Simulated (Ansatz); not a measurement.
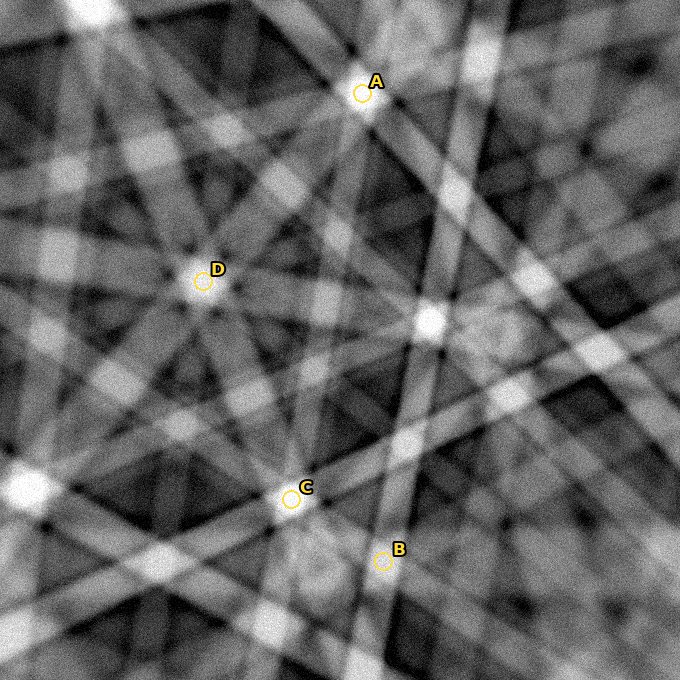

Simulated Kikuchi (electron backscatter) pattern at 10 kV: kinematic bands of width 2θ(Bragg) in gnomonic projection, seen from the camera side; the frame spans ±37° from its centre. Crystal: Ru, space group P6_3/mmc (No. 194), a = 2.680 Å, c = 8.606 Å (hexagonal axes). Structure: the geometry relaxed with Ansatz, DFT, PBEsol, plane waves (420 eV) with PAW, scalar-relativistic; the starting structure was generated, so it need not be a known form of this composition.

Pole A is [121] and pole B is [2-11].

### Index the poles C and D.

C is [1-11], 48.5° from A and 12.7° from B. D is [001], 28.3° from A and 39.5° from B.

### Which band joins A and D, and how wide is it?

It comes from the planes common to both zones. The strongest order is 2 -1 0 with d = 1.340 Å, so the band is 2θ = 5.2° wide (λ = 0.1220 Å).
